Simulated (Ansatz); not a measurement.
System: Li, space group C2/m (No. 12).

Structure:
```yaml
crystal:
  lattice:
    - [2.64959, -1.52819, 0.03269]
    - [2.64959, 1.52819, 0.03269]
    - [-1.84802, 0.00000, 7.48895]
  atoms:
    - { symbol: Li, position: [0.27810, 0.27810, 0.33330] }
    - { symbol: Li, position: [0.50000, 0.50000, 0.00000] }
    - { symbol: Li, position: [0.72190, 0.72190, 0.66670] }
```

Method: harmonic phonon frequencies at the zone centre with atoms at rest in the given cell, without the long-range term of polar modes, the three translations left out, imaginary frequencies are negative; plane waves with PAW datasets, Γ-centred k mesh (Ansatz 0.2.0). Level: PBE, no spin polarisation.

- wave cutoff: 420 eV
- k mesh: 18×18×6
- occupations: Fermi–Dirac
- smearing width: 0.15 eV
- pressure: 0 GPa
- phonon method: linear response

Describe the result: the zone-centre optical phonon frequencies (the three acoustic modes are left out).

No frequency is imaginary, so the structure is stable to these displacements (zone-boundary modes weren't tested here). The highest mode lies at 278.0 cm⁻¹. The optical modes lie at 105.8, 107.0, 107.0, 107.5, 277.6, 278.0 cm⁻¹.

```csv
frequency (cm⁻¹)
105.8
107.0
107.0
107.5
277.6
278.0
```

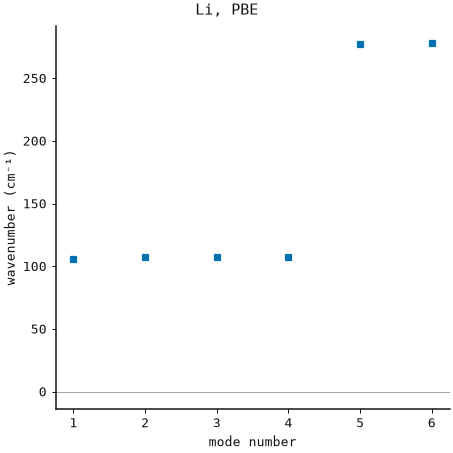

Note: metal sensitive to the k mesh.
